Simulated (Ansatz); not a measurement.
## GaN (F-43m): the PBE gap against the k mesh of the density

How far can the k mesh of the density be lowered for the gap of GaN (F-43m)?

Program: Ansatz 0.2.0. Level of theory: DFT, PBE, plane waves, PAW; PAW set soft_1. Results are calculated unless marked as measured.

## Step 1: Starting point

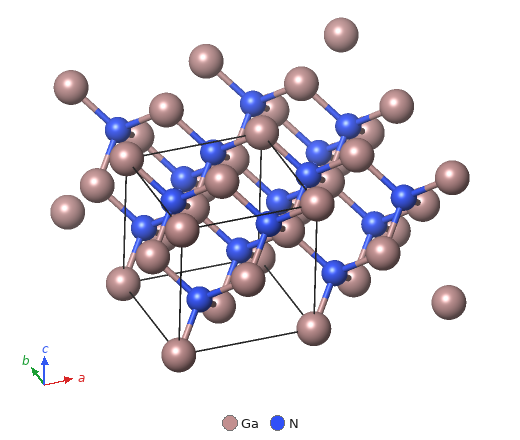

The cell as given, slightly off an axis (gallium pink, nitrogen blue). 2×2×1 cells are drawn. This picture shows the conventional cell, with its axes. Bonds to atoms that aren't drawn are left out. Some periodic images of atoms are drawn too.

The cell and positions are those that the Materials Project relaxed with its own functionals (PBE, PBE+U or r2SCAN), kept fixed. This is not the form that GaN usually takes at ambient conditions.

## Step 2: k mesh of the density: 4×4×4

Contents of input.yaml:

```yaml
crystal:
  lattice:
    - [0.0, 2.2535006075, 2.2535006075]
    - [2.2535006075, 0.0, 2.2535006075]
    - [2.2535006075, 2.2535006075, 0.0]
  atoms:
    - { symbol: Ga, position: [0.0, 0.0, 0.0] }
    - { symbol: "N", position: [0.75, 0.75, 0.75] }
kpoints:
  mp_grid: { grid: [4, 4, 4] }
  band_path:
    path:
      - [0.0, 0.0, 0.0]
      - [-0.5, -0.5, 0.0]
      - [-0.375, -0.375, 0.25]
      - [-0.375, 0.0, 0.375]
      - [0.0, 0.0, 0.5]
      - [-0.5, -0.25, 0.25]
    npoints: 1
hamiltonian:
  xc: pbe
  pseudopotentials: { kind: paw, azcp: { folder: soft_1 } }
scf:
  occupations: { method: fixed }
  n_extra_bands: 4
output:
  eigenvalues: true
```

Command:

```bash
> ansatz run input.yaml --threads 3 --pin off --max-ram 92160MiB --backend cuda --events-out ev --progress --plain --runs-dir out --devices 1 --max-vram 13GiB
```

Numbers of over 12 decimals in the logs are rounded to 6 here.

What it wrote:

```text
scf.n_extra_bands = 4 over 9 filled bands (N_el = 18.0): the run solves 13 bands
GPUs: using 1 of 1 available (devices: 1).
Engine: ansatz 0.2.0, x86_64-unknown-linux-gnu
Pseudopotentials: kind: paw
Pseudopotential: Ga, paw, valence charge 13, recommended cutoff 420 eV (normal), soft_1/Ga.paw.azcp
Pseudopotential: N, paw, valence charge 5, recommended cutoff 420 eV (normal), soft_1/N.paw.azcp
Functional definition: PBE
  parameter kappa = 0.804
  parameter beta = 0.066725
  exchange = pbe_x(kappa = kappa, mu = beta*pi^2/3)
  correlation = pbe_c(beta = beta)
device memory: the entry about to start is reckoned to put 1.4 GiB on a device that reports 53.0 GiB free (of which the cap on the GPU budget leaves the run 13.0 GiB)
GPU FFT provider: cuFFT
GPU libraries: cuBLAS 13.8.2, cuFFT 12.4.0, cuSOLVER 12.3.4
Crystal: 2 atoms, lattice volume = 22.888 Å³
Basis set: ecut = 420 eV, 459 PW (Γ)
Bands: 13, of which v1, the nominal top of the filled ones, is band 9 counted from 1 (8 counted from 0)
Symmetry: 24 space group operations
Space group: F-43m (ITA 216), of the structure as read, at distance tolerance 2.8e-5 Å
k-points: 8 of 64 (time reversal used)
Non-local potential: Ga, projectors of the file, l = 0: 2, l = 1: 2, l = 2: 3, l = 3: 1
Non-local potential: N, projectors of the file, l = 0: 2, l = 1: 2, l = 2: 1
PAW form: soft (Blöchl's): semilocal exchange-correlation on the pseudo side does not see the compensation charge
PAW one-centre angular grid: Ga, 590 points (default); XC on 64 Gauss nodes
PAW one-centre angular grid: N, 110 points (default); XC on 64 Gauss nodes
Initial density: superposition of atomic densities (chi_scale 0.1, normalization cell, long waves kept (reshape's long-wave potential 0.00 eV rms))
Initial wavefunctions: pseudopotential atomic-orbital guess
GPU buffer pool allocated for 13824 grid points (all kernels)
GPU transforms: local potential and band sums: pruned to the plane-wave sphere, on 24×24×24
Functional: x = pbe(κ = 0.804, μ = 0.219515), c = pbe(β = 0.066725)
SCF iter   1: F=—  HF=-4168.548417 eV  |F-HF|=—  |Δ(HF+E_count)|=         —  Δρ=1.13e-1  dr2=2.60e0  ethr=3.10e-3  ⟨swp⟩=3.9  Hψ=459  notcnv=0  defer=10
preconditioner: auto → none  [insulator: Δε(μ)=2.563 eV  Ē_g=19.124 eV  n_scr=8 (ndim 8)  ℏωp=32.9 eV  f_vac=0.000  ε∞_Penn≈4.0]
SCF iter   2: F=—  HF=-4167.964325 eV  |F-HF|=—  |Δ(HF+E_count)|=   5.84e-1  Δρ=6.16e-2  dr2=5.23e-1  ethr=3.10e-3  ⟨swp⟩=2.2  Hψ=268  notcnv=0  defer=3
SCF iter   3: F=—  HF=-4167.844063 eV  |F-HF|=—  |Δ(HF+E_count)|=   1.20e-1  Δρ=2.04e-2  dr2=4.63e-2  ethr=2.91e-3  ⟨swp⟩=2.1  Hψ=157  notcnv=0  defer=14
SCF iter   4: F=—  HF=-4167.842354 eV  |F-HF|=—  |Δ(HF+E_count)|=   1.71e-3  Δρ=8.01e-3  dr2=6.60e-3  ethr=2.57e-4  ⟨swp⟩=2.1  Hψ=226  notcnv=0  defer=14
SCF iter   5: F=—  HF=-4167.839489 eV  |F-HF|=—  |Δ(HF+E_count)|=   2.86e-3  Δρ=8.02e-4  dr2=6.72e-5  ethr=3.67e-5  ⟨swp⟩=2.0  Hψ=189  notcnv=0  defer=14
SCF iter   6: F=—  HF=-4167.839548 eV  |F-HF|=—  |Δ(HF+E_count)|=   5.93e-5  Δρ=2.28e-4  dr2=6.64e-6  ethr=3.73e-7  ⟨swp⟩=2.0  Hψ=187  notcnv=0  defer=14
SCF iter   7: F=-4167.839548 eV  HF=-4167.839548 eV  |F-HF|=3.22e-8  |Δ(HF+E_count)|=   3.66e-7  Δρ=2.08e-5  dr2=4.70e-8  ethr=5.56e-10  ⟨swp⟩=4.0  Hψ=461  notcnv=0
SCF 1 converged in 7 iterations: F = -4167.839548 eV  dr2 = 4.70e-8
[...]
device memory: the entry about to start is reckoned to put 0.7 GiB on a device that reports 55.9 GiB free (of which the cap on the GPU budget leaves the run 13.0 GiB)
NSCF: frozen V_eff on 6 k-points
SCF converged after 7 iterations
Free energy (F): -4167.839548 eV
Harris-Foulkes:  -4167.839548 eV  (|F-HF|=3.22e-8)
Internal energy: -4167.839548 eV  (E = F + TS)
E sigma→0 (E₀):  -4167.839548 eV
Fermi energy:    9.685740 eV
--- Per-component energies (eV) ---
  E_band       = -5.483128
  E_kinetic    = 241.096058
  E_local      = -1414.908435  (includes V_loc(G=0)·N_el)
  E_nonlocal   = -54.666307
  E_hartree    = 895.159381
  E_xc         = -122.305673
  E_vxc        = -130.929507  (∫ρ·V_xc dr)
  E_paw        = -2124.780436  (= ΣΔE_a)
  E_vpaw       = -436.399376  (= ΣTr[D̂ρ^β])
  E_aug_tail   = 0.000819  (compensation charges beyond the density's cutoff)
  E_ewald      = -1587.434954
  E_smearing   = -0.000000  (= −TS)
  E_closure    = -0.000000  (closes the sum)
  Σ components = -4167.839548   (vs F -4167.839548, Δ=0.00e0)
--- Band table (eV; the first three rows and the last of 8) ---
  k-point 0: bands = [... 5 lower, -3.5322, 9.6857, 9.6857, 9.6857, 11.3846, 19.9610, 19.9610, 19.9610]
  k-point 1: bands = [... 5 lower, -3.4707, 5.8147, 9.1633, 9.1633, 13.7261, 18.4453, 20.4170, 20.4170]
  k-point 2: bands = [... 5 lower, -2.2513, 2.6283, 8.7146, 8.7146, 14.2947, 18.3992, 20.0117, 20.0117]
  k-point 7: bands = [... 5 lower, -1.5311, 3.9696, 5.9799, 6.0327, 15.8832, 18.0580, 19.9179, 20.7819]
```

It took 7.3 s on 1 × NVIDIA H100 80GB HBM3 (shared by 6 runs) with 3 threads of AMD EPYC 7R13 (Zen 3), shared host; peak memory 0.87 GiB; 4.3 s of CPU time.

The column dr2 measures how far the density is from self-consistency, as an energy; F and HF (Harris–Foulkes) agree once it is small.

Numbers from this step:

- gap: 1.699 eV
- valence top at: Γ
- conduction bottom at: Γ
- least direct gap: 1.699 eV

The gap is direct, at Γ.

## Step 3: k mesh of the density: 8×8×8 (the default)

input.yaml, the sections that differ from step 2:

```yaml
kpoints:
  mp_grid: { grid: [8, 8, 8] }
  band_path:
    path:
      - [[0.0, 0.0, 0.0], [-0.5, -0.5, 0.0], [-0.375, -0.375, 0.25]]
      - [[-0.375, 0.0, 0.375], [0.0, 0.0, 0.0], [0.0, 0.0, 0.5], [-0.5, -0.25, 0.25], [-0.5, -0.5, 0.0]]
    npoints: 10
scf:
  occupations: { method: fermi_dirac, width: 0.02 }
  n_extra_bands: 4
output:
  eigenvalues: true
  write_density: true
  write_potential: true
  elf: true
  volumetric_format: npy
# crystal, hamiltonian: as in step 2
```

What it wrote:

```text
[...]
GPUs: using 1 of 1 available (devices: 1).
[...]
GPU FFT provider: cuFFT
GPU libraries: cuBLAS 13.8.2, cuFFT 12.4.0, cuSOLVER 12.3.4
Crystal: 2 atoms, lattice volume = 22.888 Å³
Basis set: ecut = 420 eV, 459 PW (Γ)
Bands: 13, of which v1, the nominal top of the filled ones, is band 9 counted from 1 (8 counted from 0)
[... 1 set-up line as in the run before ...]
[...]
Fermi energy:    10.508980 eV
[...]
--- Band table (eV; the first three rows and the last of 29) ---
  k-point 0: bands = [... 5 lower, -3.5295, 9.6387, 9.6387, 9.6387, 11.3572, 19.9568, 19.9568, 19.9568]
  k-point 1: bands = [... 5 lower, -3.5311, 8.1112, 9.4772, 9.4772, 12.5079, 19.2461, 20.1936, 20.1936]
  k-point 2: bands = [... 5 lower, -3.4738, 5.7841, 9.1188, 9.1188, 13.6982, 18.4235, 20.4109, 20.4109]
  k-point 28: bands = [... 5 lower, -1.5532, 3.9466, 5.9490, 6.0042, 15.8595, 18.0263, 19.9071, 20.7509]
[key lines of the parts left out:]
SCF converged after 7 iterations
Free energy (F): -4167.902617 eV
```

Run time: 8.3 s. Hardware: 1 × NVIDIA H100 80GB HBM3 (shared by 6 runs) with 3 threads; peak memory 0.89 GiB.

Numbers from this step:

```
gap                  : 1.718 eV
valence top at       : Γ
conduction bottom at : Γ
least direct gap     : 1.718 eV
```

The gap is 1.718 eV, +0.020 eV from the run before at this level.

## Step 4: k mesh of the density: 12×12×12

input.yaml, the sections that differ from step 3:

```yaml
kpoints:
  mp_grid: { grid: [12, 12, 12] }
  band_path:
    path:
      - [0.0, 0.0, 0.0]
      - [-0.5, -0.5, 0.0]
      - [-0.375, -0.375, 0.25]
      - [-0.375, 0.0, 0.375]
      - [0.0, 0.0, 0.5]
      - [-0.5, -0.25, 0.25]
    npoints: 1
scf:
  occupations: { method: fixed }
  n_extra_bands: 4
output:
  eigenvalues: true
# crystal, hamiltonian: as in step 3
```

What it wrote:

```text
[...]
GPUs: using 1 of 1 available (devices: 1).
[...]
GPU FFT provider: cuFFT
GPU libraries: cuBLAS 13.8.2, cuFFT 12.4.0, cuSOLVER 12.3.4
Crystal: 2 atoms, lattice volume = 22.888 Å³
Basis set: ecut = 420 eV, 459 PW (Γ)
Bands: 13, of which v1, the nominal top of the filled ones, is band 9 counted from 1 (8 counted from 0)
[... 1 set-up line as in the run before ...]
[...]
Fermi energy:    9.638137 eV
[...]
--- Band table (eV; the first three rows and the last of 72) ---
  k-point 0: bands = [... 5 lower, -3.5294, 9.6381, 9.6381, 9.6381, 11.3568, 19.9567, 19.9567, 19.9567]
  k-point 1: bands = [... 5 lower, -3.5304, 8.8080, 9.5632, 9.5632, 12.0202, 19.5887, 20.0743, 20.0743]
  k-point 2: bands = [... 5 lower, -3.5308, 7.3554, 9.3672, 9.3672, 12.9678, 18.9059, 20.3117, 20.3117]
  k-point 71: bands = [... 5 lower, -1.5534, 3.9462, 5.9486, 6.0038, 15.8591, 18.0259, 19.9069, 20.7504]
[key lines of the parts left out:]
SCF converged after 7 iterations
Free energy (F): -4167.903072 eV
```

The job ended after 7.6 s (1 × NVIDIA H100 80GB HBM3 (shared by 6 runs) with 3 threads; peak memory 0.87 GiB).

Numbers from this step:

```
gap                  : 1.719 eV
valence top at       : Γ
conduction bottom at : Γ
least direct gap     : 1.719 eV
```

The gap is 1.719 eV, as in the run before at this level.

## Step 5: The series

Differences are against the last row; a negative gap means that bands overlap, and a run with a band path holds that path's time. Times are wall times on 1 × NVIDIA H100 80GB HBM3 (shared by 6 runs) with 3 threads of AMD EPYC 7R13 (Zen 3), shared host, good to a factor of about two.

```csv
k mesh of the density,gap (eV),direct gap (eV),gap error (eV),energy error (meV/atom),irreducible k,time
4×4×4,1.699,1.699,−0.020,+31.8,8,7.3 s
8×8×8,1.718,1.718,−0.0002,+0.2,29,8.3 s
12×12×12,1.719,1.719,+0.000,+0.0,72,7.6 s
```

## Step 6: Results

```yaml
4x4x4: 1.699 eV
8x8x8: 1.718 eV
12x12x12: 1.719 eV
```

What this shows: The gap holds to 0.02 eV from 4×4×4 on, the cheapest setting tried. At 4×4×4 the gap is off by −0.020 eV and the energy by +32 meV/atom. The gap is read over the mesh and added points near the edges, so meshes differ mainly through the density and, for a hybrid, the exchange operator.

[Paths, hosts, dates, memory and timing lines, banners, echoed tables and standing remarks are left out of the program output.]

[Logs are printed without paths, hosts, clocks, repeated set-up lines and the standing remarks that a program may print on its own settings, such as how far it seeks lower states.]

[Runs of the session that timed out or met a known fault of the program may be left out.]

[Cells called generated may have been cut or substituted from an entry of the Crystallography Open Database or the Materials Project.]

[Hosts, paths, dates, database ids (printed as entryN), source tags and the programs' standing remarks are cut or masked in the printed files.]
